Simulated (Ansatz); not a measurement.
## Geometry relaxation of GaAs (part 1 of 2)

The run: geometry relaxation of GaAs (2 atoms in the cell). Method and program: DFT LDA, scalar-relativistic, plane waves, PAW, no spin polarisation (Ansatz 0.2.0).

The structure derives from a Materials Project entry. Figures and captions count atoms from 1; the log counts them from 0 in places.

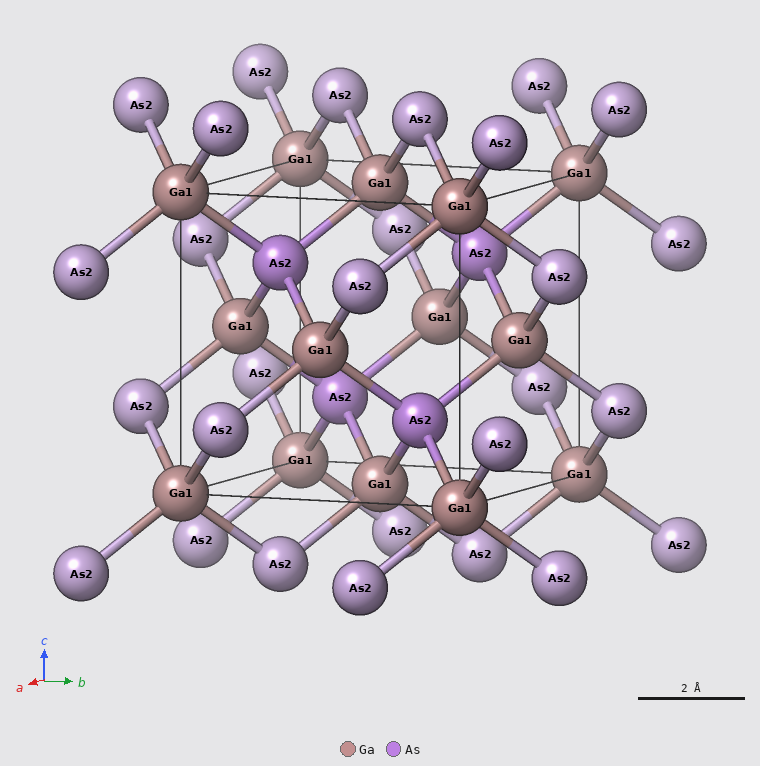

The input geometry (ball-and-stick view of the cell 4 times as large as that of the calculation, set on its symmetry axes, seen slightly off an axis; neighbours outside the cell are drawn fainter; atoms are numbered from 1 in the order of the input).

## Input file
```yaml
crystal:
  lattice:
    - [0.0, 2.87509105, 2.87509105]
    - [2.87509105, 0.0, 2.87509105]
    - [2.87509105, 2.87509105, 0.0]
  atoms:
    - { symbol: Ga, position: [0.0, 0.0, 0.0] }
    - { symbol: As, position: [0.75, 0.75, 0.75] }
basis:
  ecutwfc: 420
kpoints:
  mp_grid: { grid: [12, 12, 12] }
hamiltonian:
  xc: lda
scf:
  occupations: { method: gaussian, width: 0.1 }
output:
  forces: true
  stress: true
  eigenvalues: true
  write_density: true
  write_potential: true
  elf: true
  volumetric_format: npy
relax:
  adjacent_minimum: "off"
  f_tol: 0.005
  max_steps: 80
  cell: { stress_tol: 0.05 }
```

Command:
```bash
ansatz run input.yaml --threads 4 --pin off --max-ram 8192MiB --backend cpu --events-out ev --progress --plain --runs-dir out
```

## What the program printed
```
Engine: ansatz 0.2.0, x86_64-unknown-linux-gnu
Pseudopotentials: kind: paw
Pseudopotential: Ga, paw, valence charge 13, recommended cutoff 420 eV (normal), Ga.paw.azcp
Pseudopotential: As, paw, valence charge 15, recommended cutoff 420 eV (normal), As.paw.azcp
Functional definition: SPW92
  exchange = slater_x
  correlation = pw_c
Crystal: 2 atoms, lattice volume = 47.532 Å³
Basis set: ecut = 420 eV, 941 PW (Γ)
Bands: 18, of which v1, the nominal top of the filled ones, is band 14 counted from 1 (13 counted from 0)
Symmetry: 24 space group operations
Space group: F-43m (ITA 216), of the structure as read, at distance tolerance 3.6e-5 Å
k-points: 72 of 1728 (time reversal used)
Non-local potential: Ga, projectors of the file, l = 0: 2, l = 1: 2, l = 2: 3, l = 3: 1
Non-local potential: As, projectors of the file, l = 0: 2, l = 1: 2, l = 2: 3, l = 3: 1
PAW form: soft (Blöchl's): semilocal exchange-correlation on the pseudo side does not see the compensation charge
PAW frozen core: Ga, regenerated for the run's functional, and the local potential with it (the file was generated under x = pbe(κ = 0.804, μ = 0.2195149727645171), c = pbe(β = 0.06672455060314922))
PAW frozen core: As, regenerated for the run's functional, and the local potential with it (the file was generated under x = pbe(κ = 0.804, μ = 0.2195149727645171), c = pbe(β = 0.06672455060314922))
PAW one-centre angular grid: Ga, 590 points (default); XC on 64 Gauss nodes
PAW one-centre angular grid: As, 590 points (default); XC on 64 Gauss nodes
Initial density: superposition of atomic densities (neutral atoms: chi_scale 0, normalization atom), corrected by the library's trained network
Initial wavefunctions: pseudopotential atomic-orbital guess
Functional: x = slater, c = lda
SCF iter   1: F=—  HF=-8481.243874 eV  |F-HF|=—  |Δ(HF+E_count)|=         —  Δρ=5.30e-3  dr2=9.72e-3  ethr=1.77e-3  ⟨swp⟩=5.3  Hψ=6030  notcnv=0
preconditioner: auto → none  [insulator: Δε(μ)=0.676 eV  Ē_g=15.226 eV  σ=0.100 eV  W_gap=0.77  n_scr=14 (ndim 8)  ℏωp=22.9 eV  f_vac=0.105  D(μ)=0.03/eV (n_scr^D=0)  ε∞_Penn≈3.3]
SCF iter   2: F=—  HF=-8481.240563 eV  |F-HF|=—  |Δ(HF+E_count)|=   3.31e-3  Δρ=2.58e-3  dr2=1.31e-3  ethr=3.47e-5  ⟨swp⟩=2.2  Hψ=2557  notcnv=0
SCF iter   3: F=—  HF=-8481.240446 eV  |F-HF|=—  |Δ(HF+E_count)|=   1.17e-4  Δρ=8.04e-4  dr2=2.37e-4  ethr=4.69e-6  ⟨swp⟩=2.0  Hψ=1930  notcnv=0
SCF iter   4: F=—  HF=-8481.240373 eV  |F-HF|=—  |Δ(HF+E_count)|=   7.28e-5  Δρ=2.70e-4  dr2=1.53e-5  ethr=8.46e-7  ⟨swp⟩=2.0  Hψ=1943  notcnv=0
SCF iter   5: F=—  HF=-8481.240371 eV  |F-HF|=—  |Δ(HF+E_count)|=   2.31e-6  Δρ=2.01e-5  dr2=1.04e-7  ethr=5.46e-8  ⟨swp⟩=2.0  Hψ=1798  notcnv=0
SCF iter   6: F=-8481.240371 eV  HF=-8481.240371 eV  |F-HF|=2.54e-8  |Δ(HF+E_count)|=   4.13e-9  Δρ=7.24e-6  dr2=1.32e-8  ethr=3.57e-10  ⟨swp⟩=8.6  Hψ=9348  notcnv=0
SCF 1 converged in 6 iterations: F = -8481.240371 eV  dr2 = 1.32e-8
  greatest PAW one-centre occupation: 0.999 electrons in one spin orbital (limit 2), on the As atom at site 1 (counted from 0), in its partial waves of l = 2
relax step   1: F+E_penalty+E_count = -8481.24037065 eV  Δ(F+E_penalty+E_count) = +0.000e0 eV  max|allowed force component| = 1.191e-16 eV/Å  Δτ_max = 0.0000 Å  P = -4.782 GPa  Ω = 47.532 Å³  (6 SCF iters, dr2 threshold 1.00e-7 eV, accepted)
Crystal: 2 atoms, lattice volume = 44.449 Å³
Basis set: ecut = 420 eV, 893 PW (Γ)
Initial density: handed on by an earlier stage of this run
Initial wavefunctions: those handed on with the density
iter 1 solved again at ethr=1.61e-5 eV; its pass at ethr=3.10e-3 eV (dr2=4.51e-3 eV) is discarded
SCF iter   1: F=—  HF=-8481.298339 eV  |F-HF|=—  |Δ(HF+E_count)|=         —  Δρ=2.81e-3  dr2=4.53e-3  ethr=1.61e-5  ⟨swp⟩=1.0  Hψ=7281  notcnv=0
preconditioner: auto → none  [insulator: Δε(μ)=0.412 eV  Ē_g=15.558 eV  σ=0.100 eV  W_gap=1.00  n_scr=14 (ndim 8)  ℏωp=23.6 eV  f_vac=0.053  D(μ)=0.00/eV (n_scr^D=0)  ε∞_Penn≈3.3]
SCF iter   2: F=—  HF=-8481.297070 eV  |F-HF|=—  |Δ(HF+E_count)|=   1.27e-3  Δρ=1.21e-3  dr2=6.31e-4  ethr=1.61e-5  ⟨swp⟩=2.0  Hψ=1487  notcnv=0
SCF iter   3: F=—  HF=-8481.296942 eV  |F-HF|=—  |Δ(HF+E_count)|=   1.28e-4  Δρ=2.55e-4  dr2=3.83e-5  ethr=2.25e-6  ⟨swp⟩=2.8  Hψ=2293  notcnv=0
SCF iter   4: F=—  HF=-8481.296923 eV  |F-HF|=—  |Δ(HF+E_count)|=   1.90e-5  Δρ=9.30e-5  dr2=1.77e-6  ethr=1.37e-7  ⟨swp⟩=2.0  Hψ=2304  notcnv=0
SCF iter   5: F=—  HF=-8481.296923 eV  |F-HF|=—  |Δ(HF+E_count)|=   1.04e-7  Δρ=2.79e-5  dr2=2.58e-7  ethr=7.14e-10  ⟨swp⟩=9.4  Hψ=10974  notcnv=0
SCF iter   6: F=-8481.296923 eV  HF=-8481.296923 eV  |F-HF|=4.69e-10  |Δ(HF+E_count)|=   1.68e-7  Δρ=5.28e-6  dr2=5.80e-9  ethr=7.14e-10  ⟨swp⟩=8.7  Hψ=8878  notcnv=0
SCF 2 converged in 6 iterations: F = -8481.296923 eV  dr2 = 5.80e-9
  Residual-converged pass: ⟨swp⟩=1.0  Hψ=1585  notcnv=0  max |occ|·‖R‖ = 7.1e-9 eV (tolerance 1.0e-8 eV)  dr2=5.80e-9  dr2_onsite=4.80e-9  max |Δocc| = 1.8e-11
relax step   2: F+E_penalty+E_count = -8481.29692325 eV  Δ(F+E_penalty+E_count) = -5.655e-2 eV  max|allowed force component| = 1.959e-17 eV/Å  Δτ_max = 0.0000 Å  P = -0.765 GPa  Ω = 44.449 Å³  energy of the carried Pulay correction = +5.232e-4 eV  (6 SCF iters, dr2 threshold 2.00e-7 eV, accepted)
Crystal: 2 atoms, lattice volume = 43.906 Å³
Basis set: ecut = 420 eV, 869 PW (Γ)
iter 1 solved again at ethr=5.95e-7 eV; its pass at ethr=3.10e-3 eV (dr2=1.66e-4 eV) is discarded
SCF iter   1: F=—  HF=-8481.298166 eV  |F-HF|=—  |Δ(HF+E_count)|=         —  Δρ=5.32e-4  dr2=1.63e-4  ethr=5.95e-7  ⟨swp⟩=2.0  Hψ=7231  notcnv=0
preconditioner: auto → none  [insulator: Δε(μ)=0.500 eV  Ē_g=15.604 eV  σ=0.100 eV  W_gap=1.00  n_scr=14 (ndim 8)  ℏωp=23.8 eV  f_vac=0.064  D(μ)=0.00/eV (n_scr^D=0)  ε∞_Penn≈3.3]
SCF iter   2: F=—  HF=-8481.298120 eV  |F-HF|=—  |Δ(HF+E_count)|=   4.52e-5  Δρ=2.31e-4  dr2=2.29e-5  ethr=5.83e-7  ⟨swp⟩=2.0  Hψ=1501  notcnv=0
SCF iter   3: F=—  HF=-8481.298116 eV  |F-HF|=—  |Δ(HF+E_count)|=   4.52e-6  Δρ=4.83e-5  dr2=1.39e-6  ethr=8.19e-8  ⟨swp⟩=2.5  Hψ=2359  notcnv=0
SCF iter   4: F=-8481.298115 eV  HF=-8481.298115 eV  |F-HF|=2.18e-8  |Δ(HF+E_count)|=   6.76e-7  Δρ=1.78e-5  dr2=6.45e-8  ethr=7.14e-10  ⟨swp⟩=9.3  Hψ=11391  notcnv=0
SCF 3 converged in 4 iterations: F = -8481.298115 eV  dr2 = 6.45e-8
relax step   3: F+E_penalty+E_count = -8481.29811520 eV  Δ(F+E_penalty+E_count) = -1.192e-3 eV  max|allowed force component| = 5.262e-17 eV/Å  Δτ_max = 0.0000 Å  P = +0.129 GPa  Ω = 43.906 Å³  energy of the carried Pulay correction = +6.189e-4 eV  (4 SCF iters, dr2 threshold 2.00e-7 eV, accepted)
Crystal: 2 atoms, lattice volume = 43.984 Å³
iter 1 solved again at ethr=1.27e-8 eV; its pass at ethr=3.10e-3 eV (dr2=3.57e-6 eV) is discarded
SCF iter   1: F=—  HF=-8481.298133 eV  |F-HF|=—  |Δ(HF+E_count)|=         —  Δρ=7.58e-5  dr2=3.41e-6  ethr=1.27e-8  ⟨swp⟩=2.0  Hψ=7049  notcnv=0
preconditioner: auto → none  [insulator: Δε(μ)=0.486 eV  Ē_g=15.593 eV  σ=0.100 eV  W_gap=1.00  n_scr=14 (ndim 8)  ℏωp=23.8 eV  f_vac=0.066  D(μ)=0.00/eV (n_scr^D=0)  ε∞_Penn≈3.3]
SCF iter   2: F=—  HF=-8481.298132 eV  |F-HF|=—  |Δ(HF+E_count)|=   1.10e-6  Δρ=3.00e-5  dr2=4.23e-7  ethr=1.22e-8  ⟨swp⟩=2.0  Hψ=1559  notcnv=0
SCF iter   3: F=-8481.298132 eV  HF=-8481.298132 eV  |F-HF|=4.96e-8  |Δ(HF+E_count)|=   1.19e-7  Δρ=7.72e-6  dr2=3.97e-8  ethr=1.48e-10  ⟨swp⟩=5.9  Hψ=7943  notcnv=0
SCF 4 converged in 3 iterations: F = -8481.298132 eV  dr2 = 3.97e-8
relax step   4: F+E_penalty+E_count = -8481.29813170 eV  Δ(F+E_penalty+E_count) = -1.650e-5 eV  max|allowed force component| = 4.221e-17 eV/Å  Δτ_max = 0.0000 Å  P = -0.003 GPa  Ω = 43.984 Å³  energy of the carried Pulay correction = +6.052e-4 eV  (3 SCF iters, dr2 threshold 4.14e-8 eV, accepted)
Initial wavefunctions: pseudopotential atomic-orbital guess (no wavefunctions were taken with the density)
iter 1 solved again at ethr=2.70e-7 eV; its pass at ethr=3.10e-3 eV (dr2=7.56e-5 eV) is discarded
SCF iter   1: F=—  HF=-8481.297563 eV  |F-HF|=—  |Δ(HF+E_count)|=         —  Δρ=6.01e-5  dr2=5.03e-7  ethr=2.70e-7  ⟨swp⟩=2.2  Hψ=8875  notcnv=0
preconditioner: auto → none  [insulator: Δε(μ)=0.486 eV  Ē_g=15.593 eV  σ=0.100 eV  W_gap=1.00  n_scr=14 (ndim 8)  ℏωp=23.8 eV  f_vac=0.068  D(μ)=0.00/eV (n_scr^D=0)  ε∞_Penn≈3.3]
SCF iter   2: F=—  HF=-8481.297563 eV  |F-HF|=—  |Δ(HF+E_count)|=   7.12e-7  Δρ=5.05e-5  dr2=4.69e-7  ethr=1.80e-9  ⟨swp⟩=2.0  Hψ=2302  notcnv=0
SCF iter   3: F=—  HF=-8481.297563 eV  |F-HF|=—  |Δ(HF+E_count)|=   1.64e-8  Δρ=9.30e-6  dr2=2.26e-8  ethr=1.68e-9  ⟨swp⟩=2.0  Hψ=1829  notcnv=0
SCF iter   4: F=—  HF=-8481.297563 eV  |F-HF|=—  |Δ(HF+E_count)|=   3.94e-8  Δρ=3.42e-6  dr2=3.01e-9  ethr=8.08e-11  ⟨swp⟩=2.0  Hψ=1953  notcnv=0
SCF iter   5: F=—  HF=-8481.297563 eV  |F-HF|=—  |Δ(HF+E_count)|=  8.08e-10  Δρ=8.65e-7  dr2=1.39e-10  ethr=1.07e-11  ⟨swp⟩=2.0  Hψ=2302  notcnv=0
SCF iter   6: F=-8481.297563 eV  HF=-8481.297563 eV  |F-HF|=1.82e-12  |Δ(HF+E_count)|=  7.28e-12  Δρ=1.65e-7  dr2=4.09e-12  ethr=1.00e-12  ⟨swp⟩=5.1  Hψ=5612  notcnv=0
SCF 5 converged in 6 iterations: F = -8481.297563 eV  dr2 = 4.09e-12
relax step   5: F+E_penalty+E_count = -8481.29756328 eV  Δ(F+E_penalty+E_count) = +5.684e-4 eV  max|allowed force component| = 2.570e-17 eV/Å  Δτ_max = 0.0000 Å  P = -0.006 GPa  Ω = 43.984 Å³  stress off target by 5.66e-3 GPa  SCF on the basis re-selected at this cell (its energy is not comparable with the rows above)  (6 SCF iters)
```

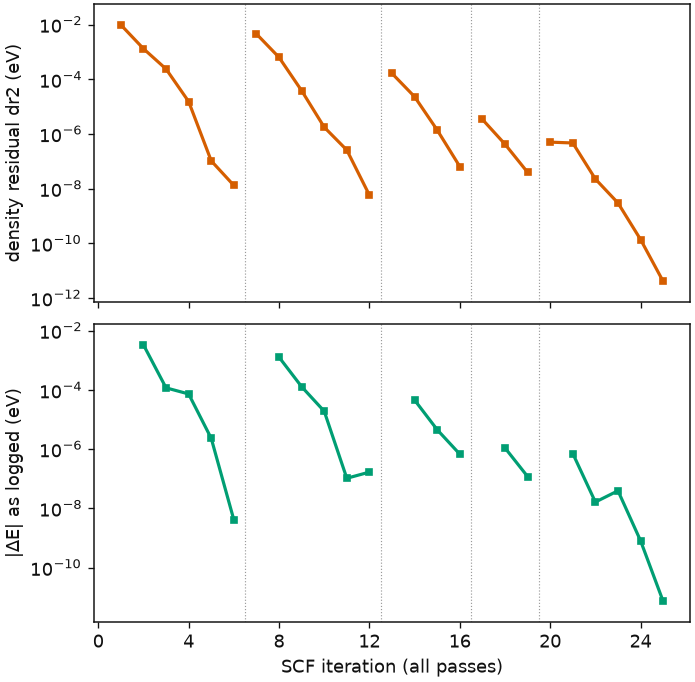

Convergence of the self-consistent field: density residual dr2 and size of the energy change against the SCF iteration. The dotted lines part the SCF passes of the relaxation: geometry steps, rejected trials and re-solves on a re-selected basis. The 5 passes take 3 to 6 iterations each, 25 in all.
